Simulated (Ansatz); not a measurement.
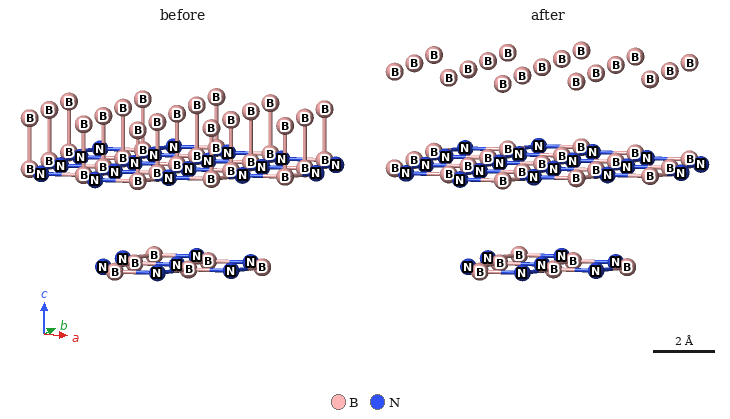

The structure of a slab of composition B5N4 (cut from the P6_3/mmc phase) before (left) and after (right) a constrained relaxation, at one scale.

A ball-and-stick model of the atoms within 5.8 Å of the atom that moves most (axes of the 3 × 3 repeat of the cell, outlined in the plane, without the vacuum), seen slightly off an axis.

Case: B put at a top B site. The slab is the (0 0 1) face of BN with B on it. 4 atoms are held fixed.

All numbers below come from DFT PBE+D3(BJ), scalar-relativistic, plane waves, PAW in Ansatz. Set-up: plane-wave cutoff 420 eV; k-point mesh 12 × 12 × 1; occupations gaussian; smearing width 0.05 eV; collinear spin; dipole correction; atoms relaxed in a fixed cell; force threshold 0.03 eV/Å; at most 70 steps.

> What changed between the two?

The energy falls by 1.146 eV per cell of the calculation in 12 geometry steps. The largest force component goes from 4.1 to 0.01 eV/Å. The forces were under the threshold at step 10, but the run went on from there. The atom that moves furthest is a B atom (1.54 Å along the normal (+c)). Largest moves by element: B 1.54 Å, N 0.01 Å. The cell doesn't change. Some distances before and after: B–B 1.680 → 3.196 Å. Bonds break, among them: B–B (1.68 → 3.20 Å). The program noted that the starting moments weren't kept. The run may lie on a higher electronic state than the lowest, so the end point isn't shown to be the ground-state structure. Cost: 3.6 min on 2 threads of Arm Neoverse V2 (shared host), peak memory 0.46 GiB.

Limits of the set-up: the periodic images lie only 2.5 Å apart, so the values are limited by the cell's size.
